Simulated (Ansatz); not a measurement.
Run report: Sb₂Se₃, band-structure calculation (part 2 of 2)

The same run, continued: Sb₂Se₃ (5 atoms in the cell); DFT, PBE, PAW with Ansatz's default frozen-core files, scalar-relativistic, no spin polarisation (Ansatz 0.2.0); cutoff 420 eV, 8×8×5 k-mesh, Fermi–Dirac smearing of 0.03 eV. It belongs to a series of runs on one base structure; here: PAW files in place of LAPW.

Geometry of the input (Å; fractional positions):
```
4.0695  0.0000  0.0000
-2.0347  3.5243  0.0000
0.0000  0.0000  10.5348
Sb 0.3333  0.6667  0.1799
Sb 0.6667  0.3333  0.8201
Se 0.0000  0.0000  0.0000
Se 0.3333  0.6667  0.6726
Se 0.6667  0.3333  0.3274
```

File dos.tsv, continued:
```
-0.400000	4.414448e0	7.751774e1
-0.200000	4.840522e-3	7.800000e1
0.000000	0.000000e0	7.800000e1
0.200000	2.509799e-3	7.800000e1
0.400000	7.457433e-2	7.800444e1
0.600000	2.205738e-1	7.803378e1
0.800000	5.662904e-1	7.809325e1
1.000000	1.964849e0	7.835061e1
1.200000	2.338408e0	7.880352e1
1.400000	3.364415e0	7.932206e1
1.600000	5.130980e0	8.021022e1
1.800000	5.891420e0	8.139683e1
2.000000	3.055947e0	8.223475e1
2.200000	6.036097e0	8.296198e1
2.400000	2.945512e0	8.411781e1
2.600000	1.791032e0	8.450836e1
2.800000	2.248263e0	8.487284e1
3.000000	3.141487e0	8.542562e1
3.200000	3.214101e0	8.607888e1
3.400000	3.514018e0	8.672134e1
3.600000	5.354809e0	8.774686e1
3.800000	3.321010e0	8.851339e1
4.000000	2.887511e0	8.908572e1
4.200000	2.260933e0	8.966216e1
4.400000	3.372819e0	9.013324e1
4.600000	1.770414e0	9.074676e1
4.800000	1.337362e0	9.103234e1
5.000000	1.137408e0	9.127980e1
5.200000	1.013917e0	9.148733e1
5.400000	1.555052e0	9.172108e1
5.600000	1.193778e0	9.205854e1
5.800000	2.597825e0	9.232622e1
6.000000	3.002954e0	9.300538e1
6.200000	1.794381e0	9.345994e1
6.400000	1.136447e0	9.374638e1
6.600000	5.384554e-1	9.392384e1
6.800000	1.770256e-1	9.397616e1
7.000000	4.741968e-2	9.399905e1
7.200000	0.000000e0	9.400000e1
7.400000	0.000000e0	9.400000e1
7.600000	0.000000e0	9.400000e1
7.800000	0.000000e0	9.400000e1
8.000000	0.000000e0	9.400000e1
```

File populations.tsv:
```
# site	symbol	l	j	q
# orbitals = lowdin
# n_electrons = 78.000000
# spilling = 0.002624
0	Sb	0_5S	-	1.942609
0	Sb	1_5P	-	2.460273
0	Sb	2_4D	-	9.999266
1	Sb	0_5S	-	1.942609
1	Sb	1_5P	-	2.460273
1	Sb	2_4D	-	9.999266
2	Se	0_4S	-	1.877761
2	Se	1_4P	-	4.544061
2	Se	2_3D	-	9.999858
3	Se	0_4S	-	1.898218
3	Se	1_4P	-	4.386608
3	Se	2_3D	-	9.999845
4	Se	0_4S	-	1.898218
4	Se	1_4P	-	4.386608
4	Se	2_3D	-	9.999845
```

File rho_z.tsv:
```
# z_ang	rho[e/angstrom^3]
# format = ansatz-planar-average/11
# lattice	4.069454372	-0.000000000	0.000000000
# lattice	-2.034727186	3.524250866	0.000000000
# lattice	0.000000000	0.000000000	10.534804448
# sites	5
# site	51	0.000000000	2.349500577	1.895692588
# site	51	2.034727186	1.174750289	8.639111860
# site	34	0.000000000	0.000000000	0.000000000
# site	34	0.000000000	2.349500577	7.086005342
# site	34	2.034727186	1.174750289	3.448799106
0.000000	1.384311e0
0.146317	1.193250e0
0.292633	8.020704e-1
0.438950	4.849741e-1
0.585267	3.158736e-1
0.731584	2.438124e-1
0.877900	2.194430e-1
1.024217	2.205769e-1
1.170534	2.504949e-1
1.316851	3.306957e-1
1.463167	4.896283e-1
1.609484	7.252371e-1
1.755801	9.562123e-1
1.902117	1.053210e0
2.048434	9.541650e-1
2.194751	7.316125e-1
2.341068	5.154394e-1
2.487384	3.810528e-1
2.633701	3.260836e-1
2.780018	3.333874e-1
2.926335	4.185428e-1
3.072651	6.327028e-1
3.218968	9.914375e-1
3.365285	1.324056e0
3.511601	1.340988e0
3.657918	1.014719e0
3.804235	6.204385e-1
3.950552	3.557557e-1
4.096868	2.179994e-1
4.243185	1.468168e-1
4.389502	1.026225e-1
4.535819	7.012443e-2
4.682135	4.748151e-2
4.828452	3.244236e-2
4.974769	2.320885e-2
5.121085	1.818133e-2
5.267402	1.664672e-2
5.413719	1.818133e-2
5.560036	2.320885e-2
5.706352	3.244236e-2
5.852669	4.748151e-2
5.998986	7.012443e-2
6.145303	1.026225e-1
6.291619	1.468168e-1
6.437936	2.179994e-1
6.584253	3.557557e-1
6.730570	6.204385e-1
6.876886	1.014719e0
7.023203	1.340988e0
7.169520	1.324056e0
7.315836	9.914375e-1
7.462153	6.327028e-1
7.608470	4.185428e-1
7.754787	3.333874e-1
7.901103	3.260836e-1
8.047420	3.810528e-1
8.193737	5.154394e-1
8.340054	7.316125e-1
8.486370	9.541650e-1
8.632687	1.053210e0
8.779004	9.562123e-1
8.925320	7.252371e-1
9.071637	4.896283e-1
9.217954	3.306957e-1
9.364271	2.504949e-1
9.510587	2.205769e-1
9.656904	2.194430e-1
9.803221	2.438124e-1
9.949538	3.158736e-1
10.095854	4.849741e-1
10.242171	8.020704e-1
10.388488	1.193250e0
```

File v_z.tsv:
```
# z_ang	v_es[eV]	v_tot[eV]
# format = ansatz-planar-average/11
# xc	pbe
# density_cutoff_ev	1680
# datasets	Sb=:simpson_from_first_knot:soft	Se=:simpson_from_first_knot:soft
# lattice	4.069454372	-0.000000000	0.000000000
# lattice	-2.034727186	3.524250866	0.000000000
# lattice	0.000000000	0.000000000	10.534804448
# sites	5
# site	51	0.000000000	2.349500577	1.895692588
# site	51	2.034727186	1.174750289	8.639111860
# site	34	0.000000000	0.000000000	0.000000000
# site	34	0.000000000	2.349500577	7.086005342
# site	34	2.034727186	1.174750289	3.448799106
0.000000	5.619768e0	-4.532052e0
0.146317	5.610766e0	-4.471534e0
0.292633	5.595037e0	-4.301486e0
0.438950	5.600393e0	-4.048418e0
0.585267	5.719334e0	-3.702947e0
0.731584	6.017712e0	-3.242210e0
0.877900	6.206956e0	-2.958034e0
1.024217	5.780068e0	-3.382833e0
1.170534	4.792543e0	-4.494412e0
1.316851	3.711436e0	-5.830565e0
1.463167	2.784984e0	-7.092623e0
1.609484	2.097361e0	-8.110554e0
1.755801	1.668856e0	-8.805312e0
1.902117	1.489117e0	-9.155053e0
2.048434	1.536211e0	-9.174547e0
2.194751	1.775737e0	-8.897460e0
2.341068	2.162832e0	-8.392557e0
2.487384	2.536179e0	-7.870908e0
2.633701	2.752995e0	-7.541299e0
2.780018	3.069427e0	-7.162260e0
2.926335	3.628060e0	-6.603044e0
3.072651	4.202928e0	-6.093892e0
3.218968	4.660207e0	-5.686507e0
3.365285	5.042322e0	-5.236357e0
3.511601	5.386092e0	-4.661527e0
3.657918	5.735001e0	-3.909936e0
3.804235	6.146737e0	-2.953286e0
3.950552	6.716603e0	-1.749560e0
4.096868	7.607631e0	-1.986883e-1
4.243185	8.879667e0	1.758421e0
4.389502	1.018385e1	3.773654e0
4.535819	1.107020e1	5.348178e0
4.682135	1.158309e1	6.458623e0
4.828452	1.190783e1	7.315876e0
4.974769	1.210200e1	7.987955e0
5.121085	1.220747e1	8.387165e0
5.267402	1.223911e1	8.513617e0
5.413719	1.220747e1	8.387165e0
5.560036	1.210200e1	7.987955e0
5.706352	1.190783e1	7.315876e0
5.852669	1.158309e1	6.458623e0
5.998986	1.107020e1	5.348178e0
6.145303	1.018385e1	3.773654e0
6.291619	8.879667e0	1.758421e0
6.437936	7.607631e0	-1.986883e-1
6.584253	6.716603e0	-1.749560e0
6.730570	6.146737e0	-2.953286e0
6.876886	5.735001e0	-3.909936e0
7.023203	5.386092e0	-4.661527e0
7.169520	5.042322e0	-5.236357e0
7.315836	4.660207e0	-5.686507e0
7.462153	4.202928e0	-6.093892e0
7.608470	3.628060e0	-6.603044e0
7.754787	3.069427e0	-7.162260e0
7.901103	2.752995e0	-7.541299e0
8.047420	2.536179e0	-7.870908e0
8.193737	2.162832e0	-8.392557e0
8.340054	1.775737e0	-8.897460e0
8.486370	1.536211e0	-9.174547e0
8.632687	1.489117e0	-9.155053e0
8.779004	1.668856e0	-8.805312e0
8.925320	2.097361e0	-8.110554e0
9.071637	2.784984e0	-7.092623e0
9.217954	3.711436e0	-5.830565e0
9.364271	4.792543e0	-4.494412e0
9.510587	5.780068e0	-3.382833e0
9.656904	6.206956e0	-2.958034e0
9.803221	6.017712e0	-3.242210e0
9.949538	5.719334e0	-3.702947e0
10.095854	5.600393e0	-4.048418e0
10.242171	5.595037e0	-4.301486e0
10.388488	5.610766e0	-4.471534e0
```

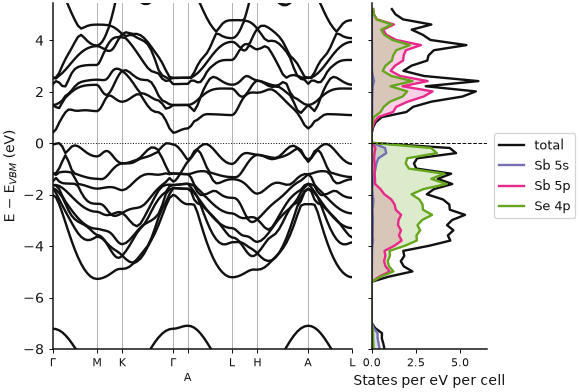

**Figure 1.** Band structure along Γ–M–K–Γ–A–L–H–A–L and density of states (projected on Löwdin-orthogonalised atomic shells), with energies from the valence-band top. There is a gap of 0.41 eV on this path.

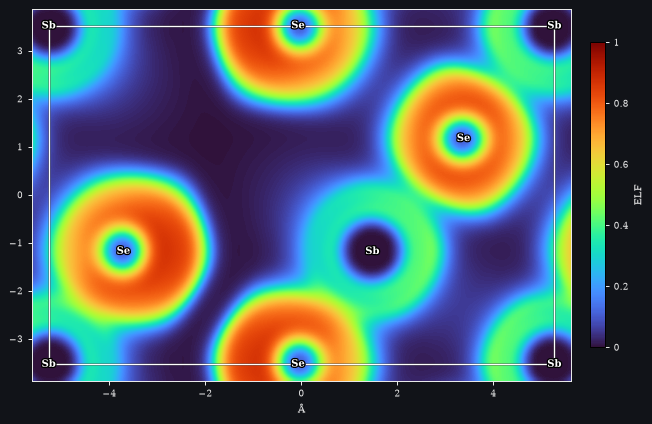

**Figure 2.** ELF on the (110) plane of the conventional cell. The section cuts through Sb and Se sites. Sb–Se (2.82 Å): the ELF is about 0.55 at the midpoint. Sb–Se (3.02 Å): the ELF peaks at about 0.80 in the valence shell of Se, 0.8 Å from its nucleus, and drops to about 0.40 between the two atoms. In a PAW calculation such maps are meaningful between the atoms, not at the nuclei.

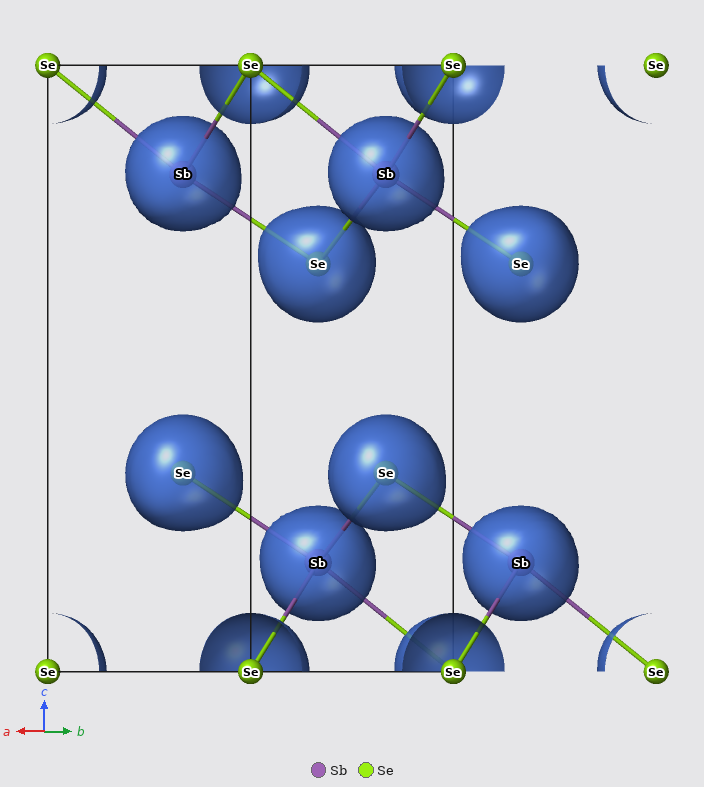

**Figure 3.** Isosurface of the valence electron density at 0.5 e/Å³ (blue), seen along [110]. Sticks mark near contacts. The outline is the cell set on symmetry axes. At this value the density breaks into separate islands; it holds about 80 % of the electrons treated as valence (semicore included). It is pinched off along the Sb–Se (2.82 Å) and Sb–Se (3.02 Å) contacts. On the grid the lowest density along these lines, outside the cores, is 0.35 e/Å³ (Sb–Se, 2.82 Å) and 0.24 e/Å³ (Sb–Se, 3.02 Å).

Summary:

- outcome: converged
- space group (tolerance 0.01 Å): P-3m1 (164)
- electrons treated: 78
- free energy: −29377.5137 eV
- Fermi energy: 7.331 eV
- pressure: 0.00 GPa
- field gradient V_zz (10²¹ V/m²): Sb −1.43, Sb −1.43, Se 9.45, Se −4.02, Se −4.02
- electronic character: gap of 0.41 eV
- largest force (length of the vector): under 0.001 eV/Å
- wall time: 31 s (CPU time 62 s)
- peak memory: 0.73 GiB

Warnings of the run: the field gradients leave out spin–orbit coupling. Spin-orbit coupling is left out, which matters for Sb.
